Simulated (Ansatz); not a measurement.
**Single-point calculation, with input and output: MgO (part 2 of 2)**

The same run, continued: MgO (slab, 24 atoms in the cell); DFT PBE, scalar-relativistic, plane waves, PAW, no spin polarisation (Ansatz 0.2.0); cutoff 420 eV, 3×3×1 k-mesh, Gaussian smearing of 0.05 eV. The structure derives from an entry of the Crystallography Open Database. It belongs to a series of runs on one base structure; here: the slab at its places in the relaxed adsorbed structure.

Geometry of the input (Å; fractional positions):
```
6.0158  0.0000  0.0000
-3.0079  5.2099  0.0000
0.0000  0.0000  24.1399
O  0.1667  0.3333  0.3314
O  0.1667  0.8333  0.3314
O  0.6667  0.3333  0.3314
O  0.6667  0.8333  0.3314
Mg 0.3333  0.1667  0.3823
Mg 0.3333  0.6667  0.3823
Mg 0.8333  0.1667  0.3823
Mg 0.8333  0.6667  0.3823
O  0.5000  0.5000  0.4331
O  0.5000  0.0000  0.4331
O  -0.0000  0.5000  0.4331
O  0.0000  0.0000  0.4331
Mg 0.6656  0.3335  0.4792
Mg 0.6655  0.8321  0.4793
Mg 0.1696  0.3347  0.4799
Mg 0.1653  0.8327  0.4783
O  0.8351  0.6675  0.5293
O  0.8326  0.1663  0.5397
O  0.3366  0.6612  0.5398
O  0.3362  0.1750  0.5397
Mg -0.0086  0.5063  0.5786
Mg -0.0088  -0.0151  0.5787
Mg 0.5304  0.5151  0.5823
Mg 0.4709  -0.0145  0.5906
```

**Output, continued**
```
  k-point 0: bands = ["-78.0921", "-77.9769", "-77.9129", "-77.9100", "-77.1912", "-77.1880", "-77.1165", "-77.1133", "-75.1525", "-75.1484", "-75.1472", "-75.1424", "-44.8719", "-44.8518", "-44.8329", "-44.7649", "-44.7443", "-44.7165", "-44.6997", "-44.6834", "-44.6675", "-44.6655", "-44.6592", "-44.6370", "-43.9764", "-43.9651", "-43.9587", "-43.9464", "-43.9432", "-43.9347", "-43.8861", "-43.8838", "-43.8804", "-43.8725", "-43.8669", "-43.8470", "-41.9416", "-41.9398", "-41.9392", "-41.9095", "-41.9000", "-41.8996", "-41.8972", "-41.8964", "-41.8949", "-41.8936", "-41.8829", "-41.8827", "-21.8981", "-21.1704", "-20.8722", "-20.8097", "-20.7468", "-20.0931", "-20.0338", "-20.0309", "-17.5777", "-17.0174", "-17.0151", "-17.0074", "-9.2122", "-9.1834", "-8.8677", "-8.7749", "-8.2961", "-8.2445", "-8.2222", "-6.9502", "-6.7641", "-6.6858", "-6.5389", "-6.3342", "-6.3022", "-6.1849", "-5.9604", "-5.8876", "-5.8794", "-5.5106", "-5.4696", "-5.2952", "-5.2926", "-5.2921", "-4.6594", "-4.6579", "-3.8590", "-3.8377", "-3.8370", "-3.8292", "-2.5472", "-2.1469", "-2.1441", "-2.1247", "-1.9555", "-1.9550", "-1.9543", "-1.4623", "-1.4619", "-0.3741", "-0.2091", "0.2274", "0.5845", "0.8115", "1.1731", "1.3438", "2.1329", "2.7302", "3.6954", "3.9839", "4.0236", "4.3956", "4.6094", "4.6838", "4.9366", "5.4086", "5.5559", "5.6693", "5.7677", "6.1425", "6.5109", "6.5388"]
  k-point 1: bands = ["-78.0921", "-77.9769", "-77.9124", "-77.9105", "-77.1908", "-77.1885", "-77.1161", "-77.1137", "-75.1516", "-75.1486", "-75.1477", "-75.1426", "-44.8710", "-44.8494", "-44.8330", "-44.7627", "-44.7456", "-44.7152", "-44.6970", "-44.6859", "-44.6684", "-44.6663", "-44.6563", "-44.6440", "-43.9659", "-43.9644", "-43.9552", "-43.9459", "-43.9437", "-43.9414", "-43.8851", "-43.8819", "-43.8797", "-43.8735", "-43.8682", "-43.8564", "-41.9341", "-41.9315", "-41.9262", "-41.9071", "-41.9054", "-41.9029", "-41.9013", "-41.8994", "-41.8965", "-41.8945", "-41.8930", "-41.8857", "-21.7572", "-21.2258", "-20.9845", "-20.8264", "-20.5902", "-20.2447", "-20.0693", "-20.0336", "-17.4455", "-17.1641", "-17.0175", "-17.0105", "-8.8612", "-8.6940", "-8.4805", "-8.3405", "-8.0463", "-7.9287", "-7.8880", "-7.2072", "-6.9965", "-6.9173", "-6.8631", "-6.7198", "-6.6357", "-6.1657", "-6.0611", "-5.9089", "-5.8689", "-5.8491", "-5.7601", "-5.7409", "-5.6303", "-5.6082", "-5.1470", "-4.8264", "-3.5830", "-3.5723", "-3.3574", "-3.2515", "-2.4018", "-2.3606", "-2.3581", "-2.2285", "-2.1909", "-2.1059", "-2.0934", "-1.8655", "-1.8374", "-1.5914", "-0.6024", "-0.3510", "1.4643", "2.2783", "2.4891", "2.7667", "2.9123", "3.6414", "3.8100", "4.3066", "4.5406", "4.6090", "4.7823", "4.9571", "4.9933", "5.2930", "5.6427", "5.7711", "5.9262", "5.9720", "6.2373", "6.2734"]
  k-point 2: bands = ["-78.0921", "-77.9768", "-77.9129", "-77.9100", "-77.1912", "-77.1880", "-77.1166", "-77.1133", "-75.1515", "-75.1492", "-75.1472", "-75.1427", "-44.8702", "-44.8509", "-44.8329", "-44.7611", "-44.7429", "-44.7145", "-44.7018", "-44.6839", "-44.6711", "-44.6671", "-44.6610", "-44.6371", "-43.9739", "-43.9648", "-43.9531", "-43.9442", "-43.9387", "-43.9343", "-43.8887", "-43.8866", "-43.8805", "-43.8756", "-43.8736", "-43.8474", "-41.9335", "-41.9323", "-41.9262", "-41.9070", "-41.9041", "-41.9040", "-41.9019", "-41.8993", "-41.8970", "-41.8938", "-41.8927", "-41.8861", "-21.7528", "-21.2555", "-20.9054", "-20.8797", "-20.5905", "-20.2447", "-20.0671", "-20.0358", "-17.4455", "-17.1641", "-17.0158", "-17.0121", "-8.8408", "-8.7249", "-8.4930", "-8.3216", "-8.0590", "-7.9396", "-7.8726", "-7.1993", "-6.9864", "-6.9524", "-6.8436", "-6.6917", "-6.6374", "-6.1494", "-6.0535", "-5.9121", "-5.8691", "-5.8448", "-5.7519", "-5.7482", "-5.6545", "-5.6249", "-5.1483", "-4.8282", "-3.5818", "-3.5731", "-3.3575", "-3.2420", "-2.4000", "-2.3603", "-2.3588", "-2.2315", "-2.1910", "-2.1036", "-2.0959", "-1.9135", "-1.8371", "-1.5912", "-0.5519", "-0.3149", "1.4604", "2.2424", "2.4532", "2.7660", "2.9043", "3.6140", "3.8287", "4.3090", "4.5227", "4.6018", "4.7851", "4.9435", "5.0668", "5.3077", "5.6397", "5.8181", "5.8653", "5.9222", "6.2475", "6.3176"]
  k-point 4: bands = ["-78.0921", "-77.9769", "-77.9124", "-77.9105", "-77.1908", "-77.1885", "-77.1161", "-77.1137", "-75.1516", "-75.1485", "-75.1478", "-75.1426", "-44.8710", "-44.8494", "-44.8329", "-44.7627", "-44.7456", "-44.7151", "-44.6969", "-44.6859", "-44.6678", "-44.6669", "-44.6563", "-44.6440", "-43.9659", "-43.9645", "-43.9553", "-43.9460", "-43.9435", "-43.9415", "-43.8851", "-43.8818", "-43.8788", "-43.8746", "-43.8684", "-43.8561", "-41.9342", "-41.9315", "-41.9262", "-41.9071", "-41.9055", "-41.9028", "-41.9012", "-41.8995", "-41.8965", "-41.8945", "-41.8931", "-41.8857", "-21.7571", "-21.2270", "-20.9820", "-20.8278", "-20.5902", "-20.2446", "-20.0695", "-20.0334", "-17.4455", "-17.1641", "-17.0175", "-17.0105", "-8.8605", "-8.6954", "-8.4808", "-8.3398", "-8.0464", "-7.9284", "-7.8884", "-7.2080", "-6.9971", "-6.9167", "-6.8622", "-6.7182", "-6.6378", "-6.1630", "-6.0610", "-5.9092", "-5.8692", "-5.8488", "-5.7597", "-5.7411", "-5.6306", "-5.6091", "-5.1472", "-4.8263", "-3.5831", "-3.5722", "-3.3575", "-3.2517", "-2.4018", "-2.3607", "-2.3580", "-2.2284", "-2.1909", "-2.1060", "-2.0933", "-1.8645", "-1.8374", "-1.5914", "-0.6026", "-0.3526", "1.4643", "2.2783", "2.4912", "2.7653", "2.9126", "3.6416", "3.8110", "4.3061", "4.5381", "4.6109", "4.7813", "4.9564", "4.9913", "5.2927", "5.6421", "5.7712", "5.9280", "5.9720", "6.2378", "6.2723"]
```

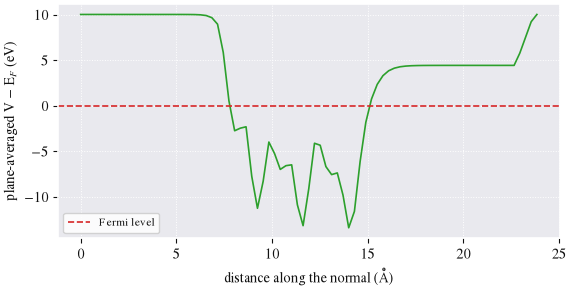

*Plane average of the electrostatic potential energy of an electron across the cell, from the Fermi level.*

The vacuum level lies 4.43 eV above the Fermi level on the upper side and 10.02 eV on the lower.

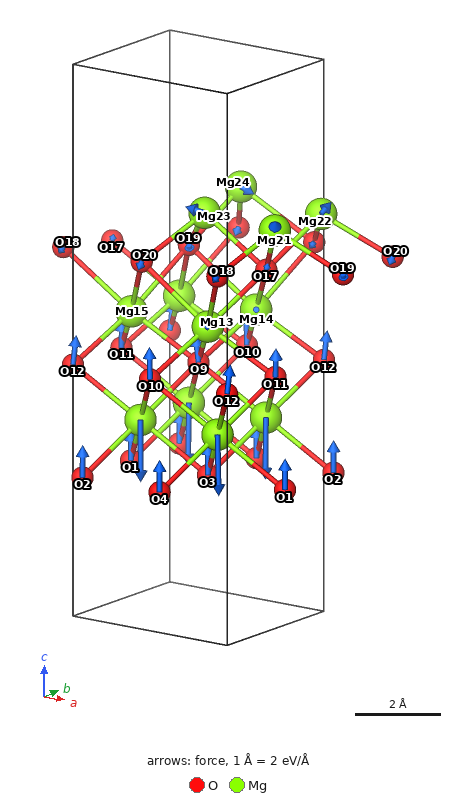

*Forces on the atoms as blue arrows (ball-and-stick view of the cell of the calculation, with the vacuum cut short, seen slightly off an axis; bonded neighbours outside the cell are drawn too; atoms are numbered from 1 in the order of the input); the smallest are left out.*

The largest act on Mg5, Mg6 (3.01 eV/Å); Mg8 (2.99 eV/Å); Mg7 (2.96 eV/Å); O2 (1.57 eV/Å), among others. The geometry is not a stationary point of this energy.

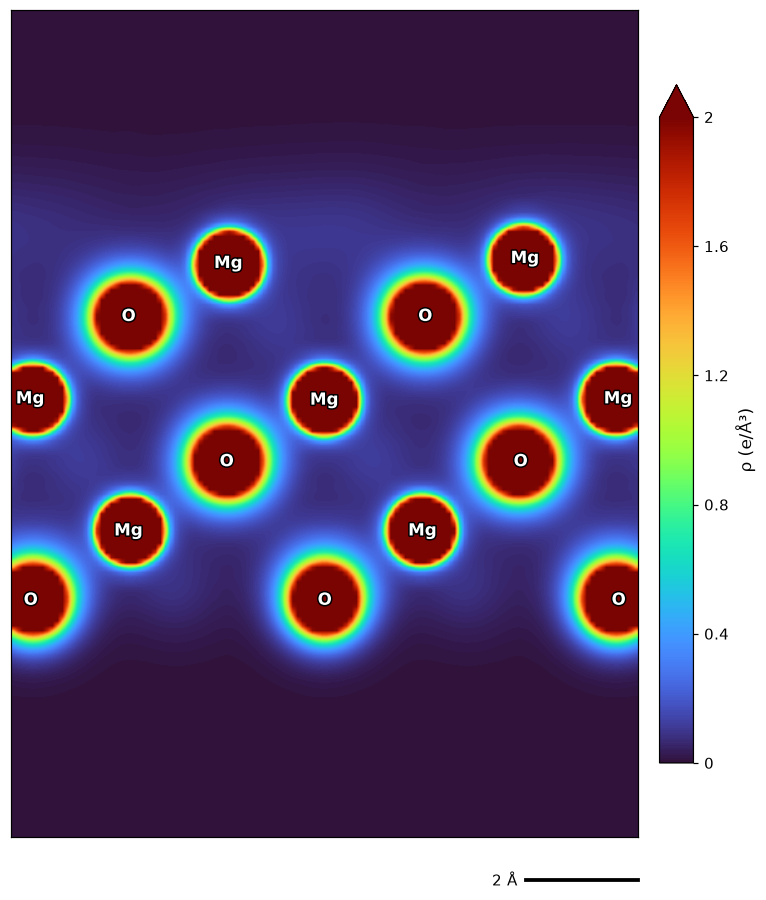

*Valence electron density on the (110) plane of the calculation cell, a cut from vacuum to vacuum.*

Atoms in the plane: O and Mg. Mg–O (2.01 Å): ρ is about 0.42 e/Å³ halfway. Mg–O (2.05 Å): ρ is about 0.39 e/Å³ halfway. Mg–O (2.27 Å): ρ at the midpoint is about 0.23 e/Å³. Mg–O (2.32 Å): the density is about 0.21 e/Å³ at the midpoint. The density dies away to nearly zero in the vacuum. In a PAW calculation such maps are meaningful between the atoms, not at the nuclei.

**Results in brief**

- outcome: converged
- electrons treated: 192
- free energy: −29907.7080 eV
- work function, top face: 4.43 eV
- work function, bottom face: 10.02 eV
- Fermi energy: −1.895 eV
- gap on the k-point mesh: none (metallic)
- work function (upper face): 4.43 eV
- largest force (length of the vector): 3.015 eV/Å
- wall time: 20 s (CPU time 76 s)
- peak memory: 1.8 GiB
